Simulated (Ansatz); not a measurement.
AlN: geometry relaxation (part 2 of 2)

AlN (P1, 36 atoms in the cell); DFT PBE, scalar-relativistic, plane waves, PAW, no spin polarisation (Ansatz 0.2.0); cutoff 420 eV, 2×2×2 k-mesh, Gaussian smearing of 0.02 eV. The structure derives from a Materials Project entry. It belongs to a series of runs on one base structure; here: the perfect supercell shaken and relaxed.

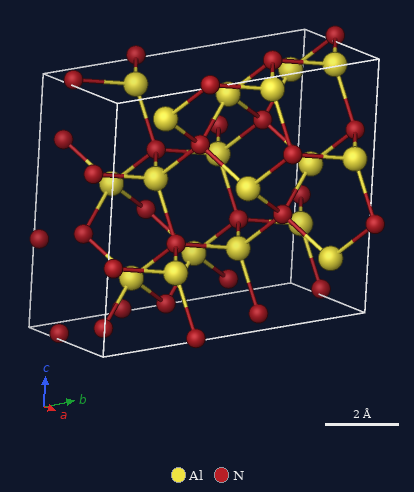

**Figure 1.** The geometry at step 3 of the log (ball-and-stick view of the cell of the calculation, seen slightly off an axis).

Output, continued
```
  k-point 0: bands = ["-7.8806", "-6.8819", "-6.8815", "-6.8810", "-6.4490", "-6.4424", "-6.4420", "-6.4415", "-6.0894", "-6.0890", "-6.0885", "-5.6652", "-5.6647", "-5.6643", "-5.6643", "-5.5542", "-5.5538", "-5.5533", "1.8236", "2.1043", "2.1044", "2.1048", "2.2862", "2.2866", "2.2868", "2.4641", "2.4642", "2.4645", "2.4765", "2.4767", "2.5608", "2.5612", "2.5613", "2.5613", "2.8603", "2.8606", "2.8609", "3.6221", "3.6223", "3.6225", "4.0588", "4.0589", "4.9516", "4.9519", "4.9524", "5.1555", "5.1555", "5.1559", "5.4853", "5.4856", "5.4861", "5.4863", "5.5514", "5.5514", "5.5518", "5.7416", "5.7859", "5.7865", "5.7868", "5.8743", "5.8744", "5.8748", "6.1188", "6.1193", "6.1198", "6.1906", "6.1908", "6.3765", "6.3765", "6.3770", "6.6430", "6.6434", "11.9483", "12.5572", "12.5575", "12.5588", "12.8111", "12.8118", "12.9819", "12.9825", "12.9827", "13.0871", "13.0876", "13.0879", "13.5609", "13.5613", "13.5623", "13.5712", "14.9305", "14.9311", "14.9320", "15.0690", "15.0700", "15.4757", "15.4761", "15.4763", "15.4772", "16.0636", "16.0641", "16.0655", "16.6962", "16.6970", "16.6975", "17.0665", "17.0710", "17.0713", "17.0718", "17.9510"]
  k-point 1: bands = ["-7.7479", "-7.1884", "-6.9698", "-6.9695", "-6.7091", "-6.2574", "-6.2571", "-6.0933", "-5.9656", "-5.9653", "-5.8965", "-5.8699", "-5.8695", "-5.7552", "-5.7549", "-5.6119", "-5.4822", "-5.4818", "1.3420", "1.5325", "1.7832", "1.7835", "2.0143", "2.0144", "2.0249", "2.0253", "2.1632", "2.3217", "2.3218", "2.9254", "2.9255", "2.9718", "3.3929", "3.3932", "3.6706", "3.6707", "3.9459", "4.1692", "4.1696", "4.2125", "4.2128", "4.2640", "4.2643", "4.4185", "4.5953", "4.5955", "4.7200", "5.0563", "5.0565", "5.0634", "5.3929", "5.4041", "5.4149", "5.4151", "5.6007", "5.6009", "5.6510", "5.6512", "5.7318", "5.7662", "5.8306", "5.8310", "5.9068", "6.0226", "6.0395", "6.1384", "6.1386", "6.2819", "6.4038", "6.4040", "6.6421", "6.7314", "11.9584", "12.3197", "12.6957", "12.6966", "12.7915", "12.8866", "12.8874", "13.3718", "13.4041", "13.4048", "13.4178", "13.4187", "14.0802", "14.0810", "14.0993", "14.1263", "14.1273", "14.5381", "15.4859", "15.4867", "15.7528", "15.7533", "15.8860", "15.8864", "15.9064", "15.9796", "16.0990", "16.0993", "16.1424", "16.2431", "16.3656", "16.3663", "16.4101", "16.6052", "16.7719", "16.7725"]
  k-point 2: bands = ["-7.7479", "-7.1884", "-6.9700", "-6.9693", "-6.7091", "-6.2576", "-6.2569", "-6.0933", "-5.9658", "-5.9651", "-5.8965", "-5.8701", "-5.8694", "-5.7554", "-5.7547", "-5.6119", "-5.4823", "-5.4817", "1.3420", "1.5325", "1.7833", "1.7835", "2.0142", "2.0144", "2.0250", "2.0252", "2.1632", "2.3215", "2.3220", "2.9252", "2.9255", "2.9716", "3.3929", "3.3932", "3.6704", "3.6709", "3.9461", "4.1693", "4.1697", "4.2125", "4.2129", "4.2640", "4.2643", "4.4184", "4.5951", "4.5955", "4.7200", "5.0561", "5.0567", "5.0634", "5.3928", "5.4043", "5.4150", "5.4154", "5.6002", "5.6010", "5.6506", "5.6513", "5.7318", "5.7662", "5.8306", "5.8311", "5.9065", "6.0226", "6.0394", "6.1385", "6.1389", "6.2819", "6.4036", "6.4042", "6.6421", "6.7315", "11.9584", "12.3197", "12.6958", "12.6966", "12.7915", "12.8867", "12.8872", "13.3720", "13.4041", "13.4047", "13.4180", "13.4185", "14.0802", "14.0810", "14.0991", "14.1265", "14.1271", "14.5381", "15.4857", "15.4868", "15.7529", "15.7532", "15.8862", "15.8865", "15.9064", "15.9796", "16.0988", "16.0995", "16.1424", "16.2430", "16.3655", "16.3662", "16.4100", "16.6052", "16.7718", "16.7727"]
  k-point 3: bands = ["-7.7479", "-7.1884", "-6.9699", "-6.9695", "-6.7091", "-6.2575", "-6.2570", "-6.0933", "-5.9657", "-5.9652", "-5.8965", "-5.8699", "-5.8695", "-5.7553", "-5.7549", "-5.6118", "-5.4823", "-5.4818", "1.3418", "1.5325", "1.7834", "1.7835", "2.0141", "2.0144", "2.0250", "2.0253", "2.1632", "2.3216", "2.3219", "2.9252", "2.9254", "2.9717", "3.3931", "3.3934", "3.6705", "3.6709", "3.9460", "4.1695", "4.1695", "4.2126", "4.2128", "4.2641", "4.2645", "4.4183", "4.5952", "4.5954", "4.7198", "5.0560", "5.0565", "5.0635", "5.3926", "5.4041", "5.4150", "5.4153", "5.6004", "5.6008", "5.6508", "5.6511", "5.7320", "5.7663", "5.8304", "5.8308", "5.9064", "6.0228", "6.0397", "6.1383", "6.1391", "6.2821", "6.4035", "6.4042", "6.6424", "6.7315", "11.9582", "12.3197", "12.6960", "12.6965", "12.7916", "12.8866", "12.8873", "13.3720", "13.4041", "13.4049", "13.4176", "13.4187", "14.0802", "14.0809", "14.0991", "14.1268", "14.1274", "14.5380", "15.4855", "15.4869", "15.7527", "15.7529", "15.8861", "15.8868", "15.9063", "15.9793", "16.0987", "16.0996", "16.1423", "16.2428", "16.3654", "16.3665", "16.4100", "16.6055", "16.7721", "16.7727"]
--- Relaxed structure (4 steps of the walk, 4 accepted, 0 SCFs on fresh bases) ---
  F+E_penalty+E_count = -16636.56345009 eV   max|allowed force component| = 1.393e-2 eV/Å
  atoms:
    - { symbol: Al, position: [0.61056896920415, 0.6112585475806855, 0.276000555470859] }
    - { symbol: Al, position: [0.6105055743845634, 0.2778338504304864, 0.6094196268909823] }
    - { symbol: Al, position: [0.2771934597480625, 0.9445300087910715, 0.2760119444951222] }
    - { symbol: Al, position: [0.9438360648185923, 0.27784521820174257, 0.2759697371675156] }
    - { symbol: Al, position: [0.27724190721299236, 0.6112328157803076, 0.6093685715996988] }
    - { symbol: Al, position: [0.610541143876333, 0.944474287176622, 0.9427266259643285] }
    - { symbol: Al, position: [0.277199750427651, 0.2778480530592359, 0.9426255926918272] }
    - { symbol: Al, position: [0.9438996305416976, 0.9444427596556356, 0.6093033666901695] }
    - { symbol: Al, position: [0.9439105377707635, 0.6111279614358034, 0.9426270277024057] }
    - { symbol: Al, position: [0.8884176300560916, 0.5555800441210293, 0.5537762839195917] }
    - { symbol: Al, position: [0.8883054962133187, 0.22223462351164103, 0.8870893949154881] }
    - { symbol: Al, position: [0.5549786228309709, 0.8889916675252278, 0.553777441574923] }
    - { symbol: Al, position: [0.22167368250759573, 0.22229875831838297, 0.5537359269345656] }
    - { symbol: Al, position: [0.5549876060038152, 0.5556285044340181, 0.8871072419814922] }
    - { symbol: Al, position: [0.88834767446397, 0.8889275778293072, 0.22045679918821182] }
    - { symbol: Al, position: [0.5550856688415243, 0.22231537783262623, 0.22044145371504542] }
    - { symbol: Al, position: [0.22161724498006669, 0.8889791906805657, 0.8871609955904411] }
    - { symbol: Al, position: [0.22175902494135213, 0.5555262717366399, 0.22040140109523404] }
    - { symbol: N, position: [0.7377657187544302, 0.7383391648320535, 0.4032689179893927] }
    - { symbol: N, position: [0.7376923042636279, 0.40501677299345384, 0.7365599071086057] }
    - { symbol: N, position: [0.4044600233370122, 0.07169404032029619, 0.4031798454035599] }
    - { symbol: N, position: [0.07108001584352922, 0.4050054669415186, 0.4031369514813906] }
    - { symbol: N, position: [0.4042987908068785, 0.7383638472669021, 0.7365106838113311] }
    - { symbol: N, position: [0.7377777690324696, 0.07165071738962187, 0.06992051168240646] }
    - { symbol: N, position: [0.40441874042697706, 0.4049898045893858, 0.06986547658730824] }
    - { symbol: N, position: [0.07107614361778272, 0.07166950788477591, 0.7365040232943425] }
    - { symbol: N, position: [0.07109448110481806, 0.7383338104544597, 0.06983700001184207] }
    - { symbol: N, position: [0.6821405152217491, 0.34950176525665144, 0.3477199536102083] }
    - { symbol: N, position: [0.6822285074125773, 0.016110312991163556, 0.6810506561468401] }
    - { symbol: N, position: [0.3488341797678881, 0.6828029171868358, 0.3476163393617804] }
    - { symbol: N, position: [0.01550460314081481, 0.016163829799873464, 0.3476656608713433] }
    - { symbol: N, position: [0.3488335476845695, 0.34950362969749826, 0.6809603260422441] }
    - { symbol: N, position: [0.6821717774357828, 0.6827644551690587, 0.014334142492716306] }
    - { symbol: N, position: [0.3488586530415512, 0.016142198505032457, 0.014249393559831763] }
    - { symbol: N, position: [0.015491463721224508, 0.682715431938314, 0.6809429457087169] }
    - { symbol: N, position: [0.015491468662803543, 0.3493969005820725, 0.0143100991482345] }
```

Trajectory as extended XYZ (Å, eV, eV/Å), 4 frames, from step=1 to step=4
```
36
Lattice="-4.6953 -2.7108 5.0180 4.6953 -2.7108 5.0180 0.0000 5.4217 5.0180" Properties=species:S:1:pos:R:3:forces:R:3 step=1 energy=-16634.96738
Al   -0.0141   -1.8823    7.5307    0.4751   1.8461  -0.1535
Al   -1.5033    0.9171    7.5339   -0.9220  -0.9738  -0.4445
Al    3.1365   -1.7727    7.4558   -0.1731  -0.9001   0.9716
Al   -3.1652   -1.8599    7.5297    0.6262   1.8059   0.6001
Al    1.6116    0.8790    7.5238   -0.5620  -0.5441  -0.7458
Al    1.5443    0.9123   12.5255    0.4039  -0.2240   0.3054
Al    0.0015    3.5722    7.4916   -0.4323   0.5714   0.9424
Al   -0.0152   -1.7666   12.4868    0.5016  -0.3367   1.0351
Al   -1.6077    0.8709   12.4043    0.4478   0.9888   2.1601
Al   -1.5433   -0.8859   10.0905   -0.5334  -0.7214  -1.9300
Al   -3.1387    1.8079    9.9813    0.2231   0.0169   0.3532
Al    1.6214   -0.9399   10.0221   -0.9354   0.8245  -0.6140
Al    0.0328    1.7357    5.0668   -1.0604   0.6676  -0.7699
Al   -0.0572    1.8054   10.0285    1.9595   0.8410  -0.4674
Al   -0.0272   -3.5770   10.0552    0.4428  -0.8931  -0.5141
Al   -1.6587   -0.9076    5.0982    2.1784  -0.0651  -1.4740
Al    3.1880    1.8161   10.0183   -1.3121  -0.3393   0.4783
Al    1.5684   -0.9287    4.9256    0.3958   0.0937   1.3202
N    -0.0509   -1.8217    9.4381    0.9353   0.3396   0.1213
N    -1.5246    0.8746    9.4225   -1.0362   0.3294   0.4382
N    -1.5913    0.8311    4.4408    0.8639   1.0353  -0.5591
N     1.5599    0.9025    4.4816    0.6903   0.0153  -1.1559
N     1.5912    0.9055    9.3344   -0.1187  -0.1780   2.3199
N    -3.0698   -1.8218    4.4305   -1.9156  -0.1187  -0.4750
N     0.0256   -1.7601    4.4257   -1.2558  -1.2444  -0.4697
N     0.0044    3.6352    4.4333    0.3671  -1.0552  -0.5795
N     3.1587   -1.8349    4.4469   -0.0601   0.4738  -1.2122
N    -1.5334   -0.9318    6.9036   -0.7867   0.1330   1.7260
N    -3.1293    1.7928    6.8964    0.3312   0.3909   0.5538
N     1.5937   -0.9074    6.8863   -0.5941  -0.2725   0.2235
N     0.0075    1.8615    1.9140    0.0699  -0.6525   0.0719
N     0.0389    1.7631    6.9534   -0.0222   0.6071  -0.2899
N    -0.0274   -3.6049    6.9368    0.0401  -1.2356  -0.6604
N    -1.5802   -0.9292    1.9446    0.3920   0.2987  -0.9428
N     3.1137    1.8246    6.8879    0.3448  -0.3231   0.6809
N     1.5428   -0.8714    1.9185    0.0311  -1.2016  -0.8443
36
Lattice="-4.6953 -2.7108 5.0180 4.6953 -2.7108 5.0180 0.0000 5.4217 5.0180" Properties=species:S:1:pos:R:3:forces:R:3 step=2 energy=-16636.04825
Al   -0.0173   -1.8511    7.5178    0.3887   0.9413   0.0064
Al   -1.5293    0.9045    7.5344   -0.5992  -0.4286  -0.2965
Al    3.1227   -1.8029    7.4870    0.1234  -0.3858   0.6184
Al   -3.1438   -1.8457    7.5111    0.3056   0.9364   0.3449
Al    1.5783    0.8901    7.5354   -0.1336  -0.1340  -0.7083
Al    1.5739    0.9168   12.5283   -0.0551  -0.3033   0.1840
Al   -0.0017    3.5965    7.5062    0.0494   0.2347   0.3436
Al   -0.0035   -1.8083   12.5052    0.1317   0.0295   0.5673
Al   -1.5691    0.8717   12.4718    0.0885   0.6192   1.1117
Al   -1.5549   -0.9077   10.0526   -0.3279  -0.2103  -0.8579
Al   -3.1474    1.8212    9.9945    0.4817  -0.2089   0.4429
Al    1.6008   -0.9246   10.0334   -0.7247   0.3845  -0.3407
Al    0.0265    1.7618    5.0318   -0.7270   0.6166  -0.3168
Al   -0.0173    1.8002   10.0196    0.8966   0.2901  -0.0907
Al   -0.0285   -3.5993   10.0358    0.4997  -0.4903  -0.2155
Al   -1.6049   -0.9009    5.0455    1.1627  -0.1336  -0.7495
Al    3.1617    1.8130   10.0027   -0.6939  -0.3123   0.4150
Al    1.5528   -0.9268    4.9868    0.4439   0.2447   0.5930
N    -0.0280   -1.8266    9.4309    0.5075   0.3222   0.0838
N    -1.5405    0.8901    9.4408   -0.6003   0.0864  -0.0120
N    -1.5837    0.8762    4.4398    0.6710   0.2945  -0.5708
N     1.5533    0.8931    4.4389    0.5231  -0.0200  -0.5283
N     1.5848    0.8927    9.3747   -0.1457   0.0441   1.3832
N    -3.0854   -1.8075    4.4239   -1.2084   0.0224  -0.3270
N     0.0322   -1.7982    4.4181   -1.0206  -0.4515  -0.2193
N     0.0031    3.6316    4.4263    0.1859  -0.7624  -0.4834
N     3.1338   -1.8234    4.4454    0.0448   0.2238  -0.9515
N    -1.5485   -0.9189    6.8894   -0.4213   0.0822   1.2211
N    -3.1357    1.8002    6.9187    0.3147   0.1364   0.2396
N     1.5851   -0.9066    6.9341   -0.6079  -0.1680  -0.2703
N    -0.0045    1.8163    1.9050    0.1244  -0.2755   0.0759
N     0.0069    1.7918    6.9314    0.2190   0.1379  -0.0085
N    -0.0016   -3.6097    6.9279    0.0332  -0.6627  -0.3197
N    -1.5661   -0.9244    1.9039    0.1890   0.2909  -0.2603
N     3.1259    1.8123    6.8919    0.0899  -0.3609   0.5664
N     1.5730   -0.8941    1.9229   -0.2091  -0.6296  -0.6700
36
Lattice="-4.6953 -2.7108 5.0180 4.6953 -2.7108 5.0180 0.0000 5.4217 5.0180" Properties=species:S:1:pos:R:3:forces:R:3 step=3 energy=-16636.56344
Al    0.0032   -1.8158    7.5161   -0.0043   0.0108  -0.0031
Al   -1.5620    0.8959    7.5158   -0.0040  -0.0050  -0.0014
Al    3.1333   -1.8154    7.5157   -0.0038  -0.0033  -0.0007
Al   -3.1270   -1.8156    7.5152    0.0000   0.0043   0.0046
Al    1.5682    0.8953    7.5162   -0.0021  -0.0027  -0.0133
Al    1.5679    0.8958   12.5337   -0.0011  -0.0032   0.0013
Al    0.0030    3.6060    7.5154   -0.0021   0.0039   0.0020
Al    0.0026   -1.8155   12.5332    0.0033   0.0042   0.0051
Al   -1.5625    0.8952   12.5333    0.0017   0.0058   0.0016
Al   -1.5628   -0.9120   10.0249    0.0039   0.0056  -0.0110
Al   -3.1274    1.7990   10.0241   -0.0005  -0.0006   0.0018
Al    1.5683   -0.9120   10.0247   -0.0053   0.0062   0.0040
Al    0.0029    1.7986    5.0065   -0.0007   0.0034   0.0001
Al    0.0030    1.7989   10.0246    0.0027   0.0012  -0.0017
Al    0.0027   -3.6227   10.0247   -0.0046   0.0033   0.0024
Al   -1.5625   -0.9122    5.0072    0.0033   0.0065  -0.0027
Al    3.1335    1.7993   10.0248   -0.0034  -0.0049  -0.0030
Al    1.5671   -0.9121    5.0064    0.0128   0.0038   0.0038
N     0.0027   -1.8151    9.4307    0.0032  -0.0058  -0.0019
N    -1.5620    0.8957    9.4302   -0.0030  -0.0050   0.0030
N    -1.5624    0.8951    4.4125    0.0039  -0.0017  -0.0030
N     1.5679    0.8951    4.4120   -0.0015  -0.0002   0.0000
N     1.5685    0.8955    9.4297   -0.0053  -0.0031   0.0138
N    -3.1277   -1.8151    4.4126    0.0031  -0.0028  -0.0050
N     0.0027   -1.8154    4.4122   -0.0039  -0.0056  -0.0038
N     0.0028    3.6061    4.4121    0.0011  -0.0017  -0.0016
N     3.1329   -1.8156    4.4122   -0.0007   0.0046  -0.0028
N    -1.5618   -0.9114    6.9217   -0.0013  -0.0064  -0.0001
N    -3.1276    1.7994    6.9218    0.0045  -0.0018  -0.0064
N     1.5681   -0.9119    6.9211    0.0008  -0.0006   0.0043
N     0.0031    1.7991    1.9035   -0.0034  -0.0031  -0.0050
N     0.0031    1.7989    6.9213    0.0010   0.0013  -0.0019
N     0.0028   -3.6224    6.9212   -0.0002  -0.0057   0.0021
N    -1.5622   -0.9122    1.9031    0.0018   0.0071   0.0047
N     3.1328    1.7991    6.9206    0.0005  -0.0031   0.0110
N     1.5678   -0.9116    1.9028    0.0031  -0.0062   0.0019
36
Lattice="-4.6953 -2.7108 5.0180 4.6953 -2.7108 5.0180 0.0000 5.4217 5.0180" Properties=species:S:1:pos:R:3:forces:R:3 step=4 energy=-16636.56345
Al    0.0032   -1.8158    7.5161   -0.0048   0.0106  -0.0028
Al   -1.5620    0.8959    7.5158   -0.0038  -0.0052  -0.0012
Al    3.1333   -1.8154    7.5157   -0.0032  -0.0035  -0.0004
Al   -3.1270   -1.8156    7.5152   -0.0001   0.0049   0.0045
Al    1.5682    0.8953    7.5162   -0.0020  -0.0020  -0.0134
Al    1.5679    0.8958   12.5337   -0.0011  -0.0030   0.0015
Al    0.0030    3.6060    7.5154   -0.0024   0.0038   0.0018
Al    0.0026   -1.8155   12.5332    0.0030   0.0040   0.0049
Al   -1.5625    0.8952   12.5333    0.0022   0.0056   0.0014
Al   -1.5628   -0.9120   10.0249    0.0040   0.0058  -0.0107
Al   -3.1274    1.7990   10.0241   -0.0003  -0.0005   0.0016
Al    1.5683   -0.9120   10.0247   -0.0055   0.0062   0.0037
Al    0.0029    1.7986    5.0065   -0.0007   0.0035   0.0002
Al    0.0030    1.7989   10.0246    0.0025   0.0009  -0.0014
Al    0.0027   -3.6227   10.0247   -0.0043   0.0032   0.0025
Al   -1.5625   -0.9122    5.0072    0.0029   0.0064  -0.0027
Al    3.1335    1.7993   10.0248   -0.0034  -0.0049  -0.0028
Al    1.5671   -0.9121    5.0064    0.0130   0.0039   0.0034
N     0.0027   -1.8151    9.4307    0.0031  -0.0057  -0.0023
N    -1.5620    0.8957    9.4302   -0.0031  -0.0051   0.0028
N    -1.5624    0.8951    4.4125    0.0040  -0.0016  -0.0034
N     1.5679    0.8951    4.4120   -0.0014   0.0001  -0.0002
N     1.5685    0.8955    9.4297   -0.0053  -0.0030   0.0139
N    -3.1277   -1.8151    4.4126    0.0031  -0.0029  -0.0053
N     0.0027   -1.8154    4.4122   -0.0038  -0.0056  -0.0039
N     0.0028    3.6061    4.4121    0.0011  -0.0018  -0.0015
N     3.1329   -1.8156    4.4122   -0.0005   0.0045  -0.0026
N    -1.5618   -0.9114    6.9217   -0.0015  -0.0063  -0.0001
N    -3.1276    1.7994    6.9218    0.0046  -0.0017  -0.0063
N     1.5681   -0.9119    6.9211    0.0008  -0.0007   0.0046
N     0.0031    1.7991    1.9035   -0.0032  -0.0030  -0.0046
N     0.0031    1.7989    6.9213    0.0008   0.0014  -0.0017
N     0.0028   -3.6224    6.9212   -0.0001  -0.0059   0.0023
N    -1.5622   -0.9122    1.9031    0.0018   0.0069   0.0049
N     3.1328    1.7991    6.9206    0.0006  -0.0031   0.0114
N     1.5678   -0.9116    1.9028    0.0031  -0.0060   0.0022
```
